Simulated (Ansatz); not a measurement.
## Geometry relaxation, with input and output: Ga$_{8}$N$_{7}$ (charge +2) (part 3 of 3)

Ga$_{8}$N$_{7}$ (defect cell, 15 atoms in the cell, total charge +2); DFT PBE, scalar-relativistic, plane waves, PAW, spin-polarised (Ansatz 0.2.0); cutoff 420 eV, 4×4×4 k-mesh, Gaussian smearing of 0.01 eV, collinear spins. The structure derives from a Materials Project entry. It belongs to a series of runs on one base structure; here: N vacancy (site b), charge +2, atoms relaxed at the host's cell.

Geometry of the input (Å; fractional positions):
```
0.0000  0.0000  5.2432
3.2184  5.5744  0.0000
-6.4367  -0.0000  0.0000
Ga 0.4876  0.1667  0.3333
Ga 0.4989  0.1634  0.8317
Ga 0.4989  0.6683  0.3366
Ga 0.4989  0.6683  0.8317
Ga 1.0008  0.3352  0.6705
Ga 1.0008  0.3352  0.1648
Ga 1.0023  0.8333  0.6667
Ga 1.0008  0.8295  0.1648
N  0.8754  0.1657  0.8329
N  0.8754  0.6671  0.3343
N  0.8754  0.6671  0.8329
N  0.3776  0.3331  0.6661
N  0.3776  0.3331  0.1669
N  0.3760  0.8333  0.6667
N  0.3776  0.8339  0.1669
```

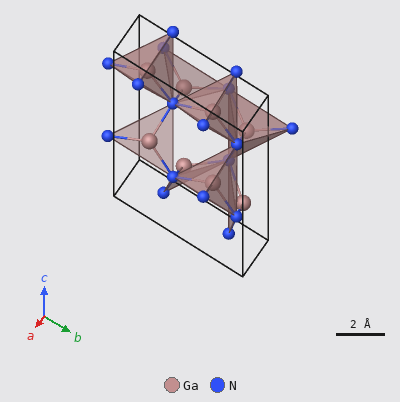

Fig. 1: The geometry at step 3 of the log (polyhedral view of the cell of the calculation, seen at an oblique angle; polyhedra are completed across the faces of the cell).

Output, continued
```
  k-point 12 ↓: bands = ["-6.4253", "-6.4186", "-6.3191", "-6.2858", "-6.2423", "-6.2020", "-5.8812", "-4.9499", "-4.9348", "-4.9168", "-4.8858", "-4.8510", "-4.8494", "-4.8400", "-4.8283", "-4.8198", "-4.7984", "-4.7774", "-4.7497", "-4.7426", "-4.6977", "-4.6404", "-4.5508", "-4.4733", "-4.4340", "-4.3485", "-4.2774", "-4.1478", "-4.1439", "-4.1292", "-4.1195", "-4.1069", "-4.0468", "-4.0229", "-4.0186", "-4.0018", "-3.9973", "-3.9812", "-3.9632", "-3.9513", "-3.7456", "-3.6669", "-3.3703", "-3.3449", "-3.2144", "-2.9265", "-2.5225", "2.6167", "2.7854", "3.0892", "3.6047", "3.7523", "3.9426", "4.4898", "4.8759", "5.0571", "5.6443", "6.4141", "6.4557", "6.6733", "6.7340", "6.9257", "6.9965", "7.0532", "7.0874", "7.1997", "7.2913", "7.5447", "9.4649", "11.7232", "12.0889", "12.5115", "13.5928", "14.4375", "14.4891", "14.7855", "14.8897", "15.4605", "15.9733", "16.0363", "16.4454", "16.5844", "16.6558", "16.8019"]
--- Relaxed structure (5 steps of the walk, 5 accepted, 0 SCFs on fresh bases) ---
  F+E_penalty+E_count = -32976.15564971 eV   max|allowed force component| = 4.067e-3 eV/Å
  atoms:
    - { symbol: Ga, position: [0.438042128575253, 0.16666666666666669, 0.33333333333333354] }
    - { symbol: Ga, position: [0.5017633748620451, 0.16018785966345606, 0.8300939298317281] }
    - { symbol: Ga, position: [0.5017633748620451, 0.6699060701682722, 0.33981214033654406] }
    - { symbol: Ga, position: [0.5017633748620451, 0.669906070168272, 0.830093929831728] }
    - { symbol: Ga, position: [1.0092489263260913, 0.3466331501587832, 0.6932663003175665] }
    - { symbol: Ga, position: [1.0092489263260913, 0.3466331501587832, 0.15336684984121676] }
    - { symbol: Ga, position: [1.0090591009593353, 0.8333333333333336, 0.6666666666666667] }
    - { symbol: Ga, position: [1.0092489263260913, 0.8067336996824336, 0.1533668498412167] }
    - { symbol: N, position: [0.8757854466268353, 0.16290974942446743, 0.8314548747122339] }
    - { symbol: N, position: [0.8757854466268353, 0.6685451252877663, 0.33709025057553266] }
    - { symbol: N, position: [0.8757854466268353, 0.6685451252877663, 0.8314548747122339] }
    - { symbol: N, position: [0.37917617513034557, 0.33532583231066376, 0.6706516646213276] }
    - { symbol: N, position: [0.37917617513034557, 0.33532583231066376, 0.16467416768933632] }
    - { symbol: N, position: [0.3791118650294607, 0.8333333333333336, 0.6666666666666667] }
    - { symbol: N, position: [0.37917617513034557, 0.8293483353786726, 0.16467416768933632] }
--- Löwdin populations: 15 sites ---
  site symbol       q [e]    m [muB]
     0     Ga     12.1593     0.0195
     1     Ga     12.1200     0.0003
     2     Ga     12.1200     0.0003
     3     Ga     12.1200     0.0003
     4     Ga     12.1979     0.0227
     5     Ga     12.1979     0.0227
     6     Ga     12.1149    -0.0001
     7     Ga     12.1979     0.0227
     8      N      5.6342     0.0026
     9      N      5.6342     0.0026
    10      N      5.6342     0.0026
    11      N      5.6459     0.0091
    12      N      5.6459     0.0091
    13      N      5.6717    -0.0002
    14      N      5.6459     0.0091
  spilling = 0.001899 (of n_electrons = 137.000000)
```

File populations.tsv
```
# site	symbol	l	j	q_up	q_dn
# orbitals = lowdin
# n_electrons = 137.000000
# spilling = 0.001899
0	Ga	0_4S	-	0.431125	0.429203
0	Ga	1_4P	-	0.670913	0.653292
0	Ga	2_3D	-	4.987338	4.987388
1	Ga	0_4S	-	0.400625	0.400455
1	Ga	1_4P	-	0.670421	0.670311
1	Ga	2_3D	-	4.989134	4.989095
2	Ga	0_4S	-	0.400625	0.400455
2	Ga	1_4P	-	0.670421	0.670311
2	Ga	2_3D	-	4.989134	4.989095
3	Ga	0_4S	-	0.400625	0.400455
3	Ga	1_4P	-	0.670421	0.670311
3	Ga	2_3D	-	4.989134	4.989095
4	Ga	0_4S	-	0.445084	0.443343
4	Ga	1_4P	-	0.676940	0.656129
4	Ga	2_3D	-	4.988279	4.988127
5	Ga	0_4S	-	0.445084	0.443343
5	Ga	1_4P	-	0.676940	0.656129
5	Ga	2_3D	-	4.988279	4.988127
6	Ga	0_4S	-	0.398368	0.398261
6	Ga	1_4P	-	0.669767	0.669934
6	Ga	2_3D	-	4.989291	4.989300
7	Ga	0_4S	-	0.445084	0.443343
7	Ga	1_4P	-	0.676940	0.656129
7	Ga	2_3D	-	4.988279	4.988127
8	N	0_2S	-	0.708371	0.708405
8	N	1_2P	-	2.110012	2.107382
9	N	0_2S	-	0.708371	0.708405
9	N	1_2P	-	2.110012	2.107382
10	N	0_2S	-	0.708371	0.708405
10	N	1_2P	-	2.110012	2.107382
11	N	0_2S	-	0.708719	0.708506
11	N	1_2P	-	2.118745	2.109898
12	N	0_2S	-	0.708719	0.708506
12	N	1_2P	-	2.118745	2.109898
13	N	0_2S	-	0.695108	0.695169
13	N	1_2P	-	2.140676	2.140783
14	N	0_2S	-	0.708719	0.708506
14	N	1_2P	-	2.118745	2.109898
```

Trajectory as extended XYZ (Å, eV, eV/Å), 5 frames, from step=1 to step=5
```
15
Lattice="0.0000 0.0000 5.2432 3.2184 5.5744 0.0000 -6.4367 -0.0000 0.0000" Properties=species:S:1:pos:R:3:forces:R:3 step=1 energy=-32975.71044
Ga   -1.6092    0.9291    2.5566    0.0000   0.0000  -1.1292
Ga   -4.8276    0.9110    2.6156    0.0000  -0.2504  -0.1706
Ga   -0.0156    3.7253    2.6156   -0.2168   0.1252  -0.1706
Ga   -3.2028    3.7253    2.6156    0.2168   0.1252  -0.1706
Ga   -3.2368    1.8688    5.2476   -1.0696   0.6176   0.5274
Ga    0.0184    1.8688    5.2476    1.0696   0.6176   0.5274
Ga   -1.6092    4.6453    5.2551    0.0000   0.0000   0.2580
Ga    1.6092    4.6240    5.2476    0.0000  -1.2351   0.5274
N    -4.8276    0.9239    4.5899    0.0000  -0.0795  -0.1048
N    -0.0044    3.7188    4.5899   -0.0689   0.0398  -0.1048
N    -3.2139    3.7188    4.5899    0.0689   0.0398  -0.1048
N    -3.2157    1.8566    1.9799    0.1654  -0.0955   0.0473
N    -0.0027    1.8566    1.9799   -0.1654  -0.0955   0.0473
N    -1.6092    4.6453    1.9717    0.0000   0.0000  -0.0269
N     1.6092    4.6484    1.9799    0.0000   0.1910   0.0473
15
Lattice="0.0000 0.0000 5.2432 3.2184 5.5744 0.0000 -6.4367 -0.0000 0.0000" Properties=species:S:1:pos:R:3:forces:R:3 step=2 energy=-32976.09955
Ga   -1.6092    0.9291    2.4374    0.0000   0.0000  -0.5994
Ga   -4.8276    0.8955    2.6102    0.0000  -0.0933   0.1058
Ga   -0.0291    3.7330    2.6102   -0.0808   0.0467   0.1058
Ga   -3.1893    3.7330    2.6102    0.0808   0.0467   0.1058
Ga   -3.3370    1.9266    5.2916   -0.1022   0.0590   0.0100
Ga    0.1187    1.9266    5.2916    0.1022   0.0590   0.0100
Ga   -1.6092    4.6453    5.2629    0.0000   0.0000   0.1458
Ga    1.6092    4.5083    5.2916    0.0000  -0.1180   0.0100
N    -4.8276    0.9044    4.5743    0.0000   0.1792   0.1571
N    -0.0214    3.7286    4.5743    0.1552  -0.0896   0.1571
N    -3.1970    3.7286    4.5743   -0.1552  -0.0896   0.1571
N    -3.2360    1.8683    1.9967    0.2244  -0.1296  -0.1373
N     0.0176    1.8683    1.9967   -0.2244  -0.1296  -0.1373
N    -1.6092    4.6453    1.9641    0.0000   0.0000   0.0467
N     1.6092    4.6250    1.9967    0.0000   0.2591  -0.1373
15
Lattice="0.0000 0.0000 5.2432 3.2184 5.5744 0.0000 -6.4367 -0.0000 0.0000" Properties=species:S:1:pos:R:3:forces:R:3 step=3 energy=-32976.14786
Ga   -1.6092    0.9291    2.3402    0.0000   0.0000  -0.2065
Ga   -4.8276    0.8946    2.6231    0.0000  -0.0405   0.0884
Ga   -0.0299    3.7335    2.6231   -0.0350   0.0202   0.0884
Ga   -3.1885    3.7335    2.6231    0.0350   0.0202   0.0884
Ga   -3.3509    1.9347    5.2938    0.0447  -0.0258  -0.0712
Ga    0.1326    1.9347    5.2938   -0.0447  -0.0258  -0.0712
Ga   -1.6092    4.6453    5.2867    0.0000   0.0000   0.0186
Ga    1.6092    4.4923    5.2938    0.0000   0.0517  -0.0712
N    -4.8276    0.9040    4.5874    0.0000   0.0999   0.0178
N    -0.0217    3.7288    4.5874    0.0866  -0.0500   0.0178
N    -3.1967    3.7288    4.5874   -0.0866  -0.0500   0.0178
N    -3.2404    1.8709    1.9860    0.1323  -0.0764   0.0353
N     0.0221    1.8709    1.9860   -0.1323  -0.0764   0.0353
N    -1.6092    4.6453    1.9847    0.0000   0.0000  -0.0232
N     1.6092    4.6198    1.9860    0.0000   0.1528   0.0353
15
Lattice="0.0000 0.0000 5.2432 3.2184 5.5744 0.0000 -6.4367 -0.0000 0.0000" Properties=species:S:1:pos:R:3:forces:R:3 step=4 energy=-32976.15548
Ga   -1.6092    0.9291    2.3010    0.0000   0.0000  -0.0235
Ga   -4.8276    0.8931    2.6310    0.0000   0.0013  -0.0112
Ga   -0.0312    3.7343    2.6310    0.0011  -0.0006  -0.0112
Ga   -3.1872    3.7343    2.6310   -0.0011  -0.0006  -0.0112
Ga   -3.3486    1.9333    5.2913    0.0272  -0.0157   0.0070
Ga    0.1303    1.9333    5.2913   -0.0272  -0.0157   0.0070
Ga   -1.6092    4.6453    5.2903    0.0000   0.0000   0.0116
Ga    1.6092    4.4949    5.2913    0.0000   0.0314   0.0070
N    -4.8276    0.9080    4.5919    0.0000  -0.0039  -0.0065
N    -0.0182    3.7268    4.5919   -0.0033   0.0019  -0.0065
N    -3.2002    3.7268    4.5919    0.0033   0.0019  -0.0065
N    -3.2375    1.8692    1.9869   -0.0008   0.0005   0.0152
N     0.0191    1.8692    1.9869    0.0008   0.0005   0.0152
N    -1.6092    4.6453    1.9878    0.0000   0.0000  -0.0016
N     1.6092    4.6233    1.9869    0.0000  -0.0009   0.0152
15
Lattice="0.0000 0.0000 5.2432 3.2184 5.5744 0.0000 -6.4367 -0.0000 0.0000" Properties=species:S:1:pos:R:3:forces:R:3 step=5 energy=-32976.15565
Ga   -1.6092    0.9291    2.2967    0.0000   0.0000   0.0028
Ga   -4.8276    0.8929    2.6308    0.0000  -0.0007   0.0018
Ga   -0.0313    3.7343    2.6308   -0.0006   0.0004   0.0018
Ga   -3.1871    3.7343    2.6308    0.0006   0.0004   0.0018
Ga   -3.3468    1.9323    5.2917   -0.0020   0.0012  -0.0041
Ga    0.1284    1.9323    5.2917    0.0020   0.0012  -0.0041
Ga   -1.6092    4.6453    5.2907    0.0000   0.0000  -0.0029
Ga    1.6092    4.4970    5.2917    0.0000  -0.0023  -0.0041
N    -4.8276    0.9081    4.5919    0.0000  -0.0006   0.0029
N    -0.0181    3.7267    4.5919   -0.0005   0.0003   0.0029
N    -3.2002    3.7267    4.5919    0.0005   0.0003   0.0029
N    -3.2376    1.8692    1.9881    0.0008  -0.0005   0.0000
N     0.0192    1.8692    1.9881   -0.0008  -0.0005   0.0000
N    -1.6092    4.6453    1.9877    0.0000   0.0000  -0.0019
N     1.6092    4.6231    1.9881    0.0000   0.0009   0.0000
```

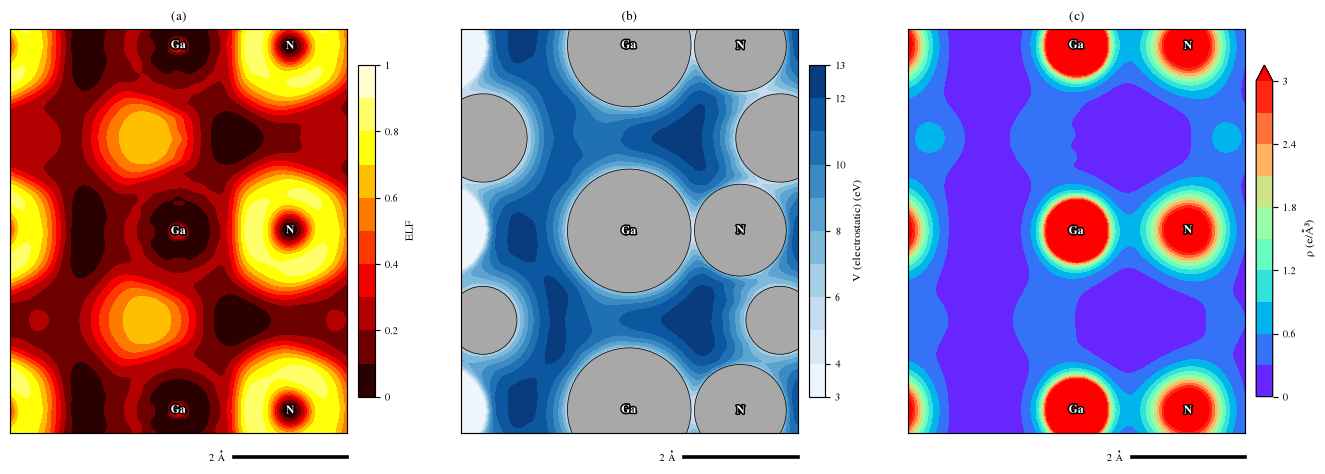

Fig. 2: (a) ELF; (b) electrostatic potential energy of an electron; (c) valence charge density (pseudo) on the (001) plane of the calculation cell. Grey discs, where drawn, cover atomic cores. Atoms in the plane: Ga and N. Ga–N (1.96 Å): ρ is about 0.7 e/Å³ halfway; the ELF is about 0.45 at the midpoint. Away from the nuclei the density in this plane falls to 0.05 e/Å³ at its lowest. Outside the cores the potential energy rises away from the atoms and is highest about 1.3 Å from the nearest atoms; outside the discs it spans about 9 eV, and its zero is arbitrary. In a PAW calculation such maps are meaningful between the atoms, not at the nuclei.

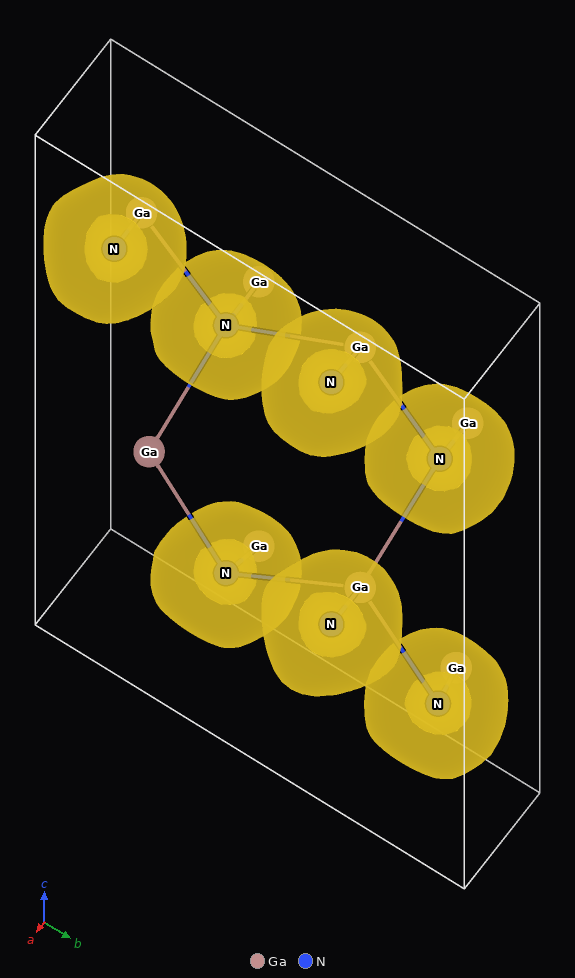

Fig. 3: Isosurface of the ELF at 0.65 (yellow), seen slightly off an axis. Core shells and regions of very low density are left out. Sticks mark near contacts. The outline is the calculation cell. Profiles from the grid: Ga–N (1.91 Å): the ELF is about 0.50 at the midpoint. Ga–N (1.96 Å): the ELF is about 0.45 at the midpoint.

Results in brief

| quantity | value |
| --- | --- |
| outcome | converged |
| electrons treated | 137 |
| free energy | −32976.1556 eV |
| Fermi energy | 9.398 eV |
| gap on the k-point mesh | none (metallic) |
| net moment of the cell | 0.12 μB |
| integrated absolute moment | 0.13 μB |
| final volume | 188.13 Å³ |
| largest force (length of the vector) at the end | 0.005 eV/Å |
| hardware | 4 threads of Intel Xeon (Granite Rapids), 32 GiB of memory available, shared host |
| wall time | 41 s (CPU time 2.7 min) |
| peak memory | 0.86 GiB |

The cell is charged and computed with a neutralising background, so its energy and pressure depend on the cell and aren't those of a real crystal.
